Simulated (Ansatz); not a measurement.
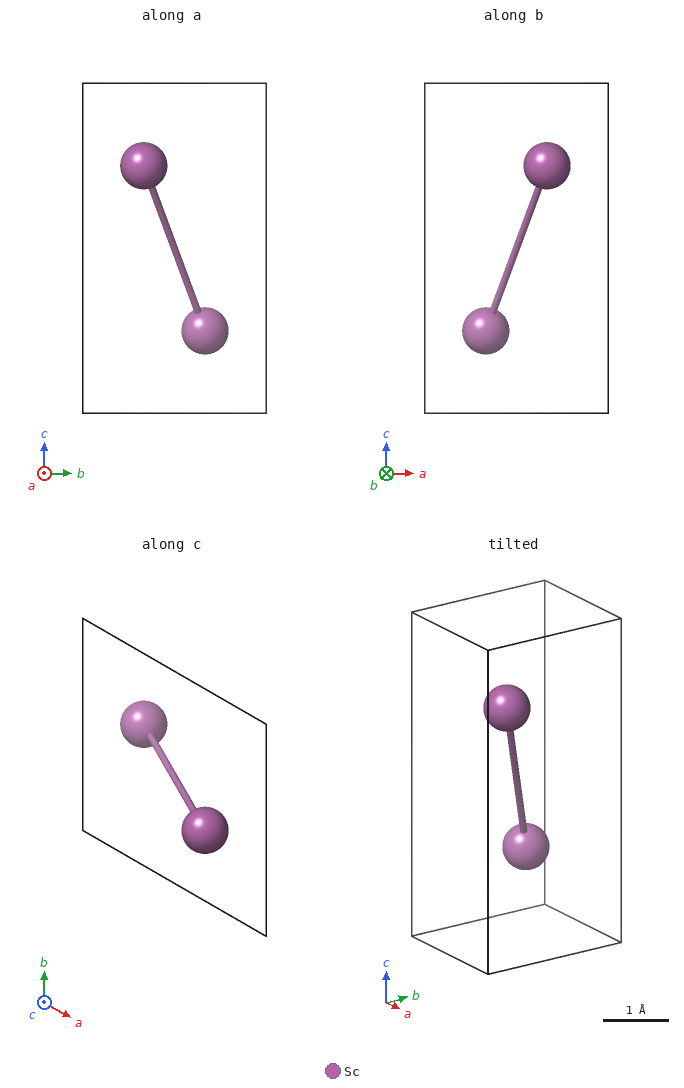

Figure: ball-and-stick view along the a axis, along the b axis, along the c axis and slightly off an axis. The lines enclose the conventional unit cell; boundary atoms appear with their images.

Lattice parameters: a = 3.297 Å, b = 3.297 Å, c = 5.133 Å, α = 90.00°, β = 90.00°, γ = 120.00°.

Question: Reconstruct the structure as a table of Wyckoff sites.

Answer: Space group P6_3/mmc (No. 194).
```tsv
atom	site	x	y	z
Sc	2c	0.3333	0.6667	0.2500
```

Provenance: a structure type filled with this element by a generator (whether the element takes this form wasn't checked). The cell was then strained or its atoms displaced on purpose. A calculation with Ansatz used it as input.
